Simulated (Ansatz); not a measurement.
A periodic structure is given below.

```cif
data_structure
_symmetry_space_group_name_H-M 'I -4 m 2'
_symmetry_Int_Tables_number 119
_cell_length_a 6.1264
_cell_length_b 6.1264
_cell_length_c 3.1814
_cell_angle_alpha 90.000
_cell_angle_beta 90.000
_cell_angle_gamma 90.000
_cell_volume 119.41
loop_
_atom_site_label
_atom_site_type_symbol
_atom_site_symmetry_multiplicity
_atom_site_Wyckoff_symbol
_atom_site_fract_x
_atom_site_fract_y
_atom_site_fract_z
_atom_site_occupancy
Ga1 Ga 2 c 0.50000 0.00000 0.75000 1
Sb1 Sb 2 a 0.00000 0.00000 0.00000 1
```

Q: Characterise the structure given above.

A: The formula is GaSb. The atoms follow space group I-4m2 (No. 119); the Bravais lattice is body-centred tetragonal. In the cell are 2 Ga, 2 Sb, which makes 2 formula units. By contacts within bonding range, the coordination numbers are Ga 4 and Sb 6.

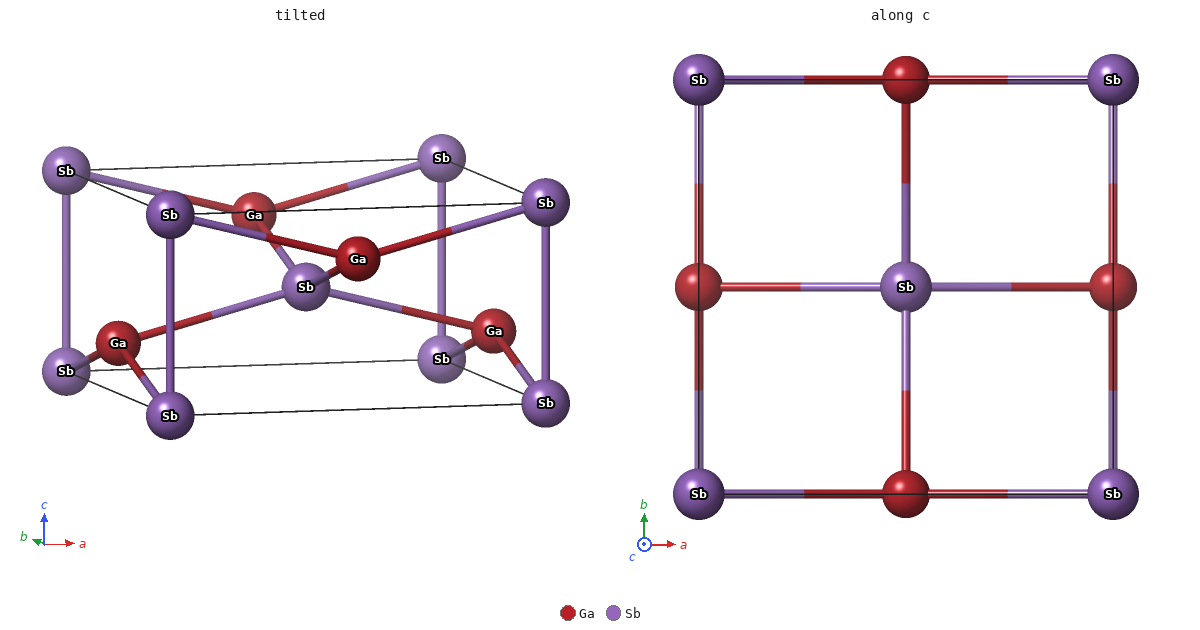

A ball-and-stick rendering, viewed slightly off an axis and along the c axis. The parallelepiped is the conventional unit cell.

Origin of the cell: a structure listed in the Materials Project. The cell was then strained or its atoms displaced on purpose. Ansatz was used for an electronic-structure calculation on it.

At this level of theory the cell isn't at rest (stretched, at -9 GPa), so its distances can differ from those at equilibrium, the more so the softer the solid.
